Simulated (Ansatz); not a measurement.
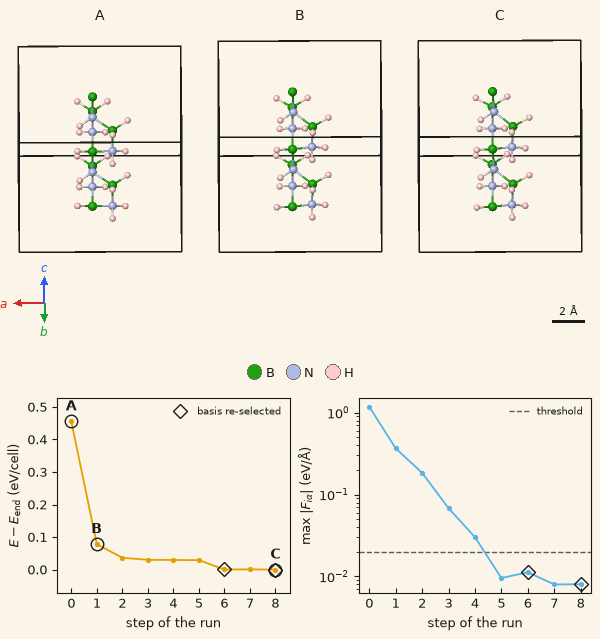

Frames of a relaxation of a wire of composition B₃H₁₀N₃, marked on the history of the run. A ball-and-stick model of the 2 repeat of the cell, with the vacuum cut short, seen from a free direction.

Case: wire along [0 0 1], 6 atoms a period, capped with H.

Method: DFT PBE, scalar-relativistic, plane waves, PAW (Ansatz).

The input:
```yaml
crystal:
  lattice:
    - [12.2, 0.0, 0.0]
    - [0.0, 13.2, 0.0]
    - [0.0, 0.0, 4.2245145362]
  atoms:
    - { symbol: B, position: [0.5523479528, 0.5067221236, 0.9998058547] }
    - { symbol: B, position: [0.5523479528, 0.3949882216, 0.4998058547] }
    - { symbol: B, position: [0.4476520472, 0.5625890746, 0.4998058547] }
    - { symbol: "N", position: [0.5523479528, 0.5067221236, 0.6251941453] }
    - { symbol: "N", position: [0.5523479528, 0.3949882216, 0.1251941453] }
    - { symbol: "N", position: [0.4476520472, 0.5625890746, 0.1251941453] }
    - { symbol: H, position: [0.6318490408, 0.5491448274, 0.0950197551] }
    - { symbol: H, position: [0.4728468648, 0.3525655179, 0.5950197551] }
    - { symbol: H, position: [0.6318490408, 0.3525655179, 0.5950197551] }
    - { symbol: H, position: [0.3681509592, 0.5201663708, 0.5950197551] }
    - { symbol: H, position: [0.4476520472, 0.6474344821, 0.5950197551] }
    - { symbol: H, position: [0.6204917425, 0.5430844411, 0.5435822307] }
    - { symbol: H, position: [0.4842041631, 0.3586259041, 0.0435822307] }
    - { symbol: H, position: [0.6204917425, 0.3586259041, 0.0435822307] }
    - { symbol: H, position: [0.3795082575, 0.5262267571, 0.0435822307] }
    - { symbol: H, position: [0.4476520472, 0.6353137096, 0.0435822307] }
basis:
  ecutwfc: 420
kpoints:
  mp_grid: { grid: [1, 1, 8] }
hamiltonian:
  xc: pbe
scf:
  occupations: { method: gaussian, width: 0.05 }
output:
  forces: true
  stress: true
  eigenvalues: true
  populations: true
  write_density: true
  write_potential: true
  elf: true
  volumetric_format: npy
relax:
  adjacent_minimum: "off"
  f_tol: 0.02
  max_steps: 45
  cell: { fix: [a, b, alpha, beta, gamma], stress_tol: 0.03 }
```

Command:
```bash
ansatz run input.yaml --threads 4 --pin off --max-ram 11264MiB --backend cpu --events-out ev --progress --plain --runs-dir out
```

Question: Describe the path.

Answer: The largest moves relative to the centre of the atoms, 0.16 Å, are those of H8 and H10. By element the largest moves are H 0.16 Å, N 0.12 Å, B 0.04 Å. Along the periodic axis the drawn cell goes c 8.449 → 8.889 Å (+5.2 %). Near-neighbour distances that change, for instance: B2–N5 1.583 → 1.611 Å, B1–H7 1.190 → 1.218 Å, B1–N4 1.583 → 1.592 Å, B1–N5 1.567 → 1.576 Å. Bond angles that change, for instance: B1–N5–B2 109.8° → 116.9°, B1–N4–H12 109.8° → 103.5°, H13–N5–H14 109.2° → 103.3°. After 6 accepted moves (8 points after the start) the energy has fallen by 0.455 eV per cell of the calculation. Largest force component: 1.2 eV/Å at the start, 0.008 eV/Å at the end. The SCF was repeated twice at an unchanged geometry on a basis and grid sized afresh for the cell, which shifted the energy by 28.8 meV per cell of the calculation at most. From step 0 to 1: H atoms move most (0.13 Å), energy −0.377 eV per cell of the calculation. From step 1 to 8: H atoms move most (0.09 Å), energy −78.3 meV per cell of the calculation.

| step | E − E(0), meV/atom | largest force component, eV/Å | note |
| --- | --- | --- | --- |
| 0 | 0.00 | 1.1844 |  |
| 1 | -23.57 | 0.3667 |  |
| 2 | -26.19 | 0.1843 |  |
| 3 | -26.57 | 0.0682 |  |
| 4 | -26.62 | 0.0302 |  |
| 5 | -26.64 | 0.0096 |  |
| 6 | -28.44 | 0.0113 | same geometry, new basis |
| 7 | -28.42 | 0.0080 |  |
| 8 | -28.47 | 0.0080 | same geometry, new basis |
